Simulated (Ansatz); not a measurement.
Cell and atoms:

```
CELL_PARAMETERS angstrom
4.09066 0.00000 0.00000
-2.04533 3.54262 0.00000
0.00000 0.00000 2.68303
ATOMIC_POSITIONS crystal
Cu 0.00000 0.00000 0.00000
Cu 0.33333 0.66667 0.50000
Cu 0.66667 0.33333 0.50000
```

Question: What does this file describe?

Answer: The element is copper. Symmetry: P6/mmm (No. 191), primitive hexagonal lattice. It belongs to the family called ω phase (AlB₂-like). The cell holds three atoms.

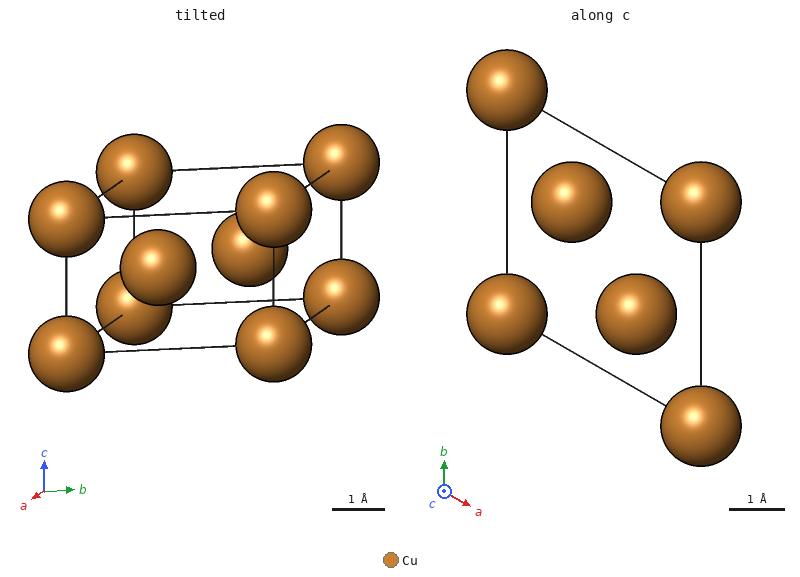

We look at a spheres-only model of the crystal slightly off an axis and along the c axis. Thin lines show the conventional unit cell, with boundary atoms drawn in all their periodic places.

The structure was taken from a structure listed in the Materials Project, with elements exchanged, so it need not be a known form of the compound. The cell was then strained or its atoms displaced on purpose. A calculation with Ansatz used it as input.

At this level of theory the cell isn't at rest (stretched, at -6 GPa), so its distances can differ from those at equilibrium, the more so the softer the solid.
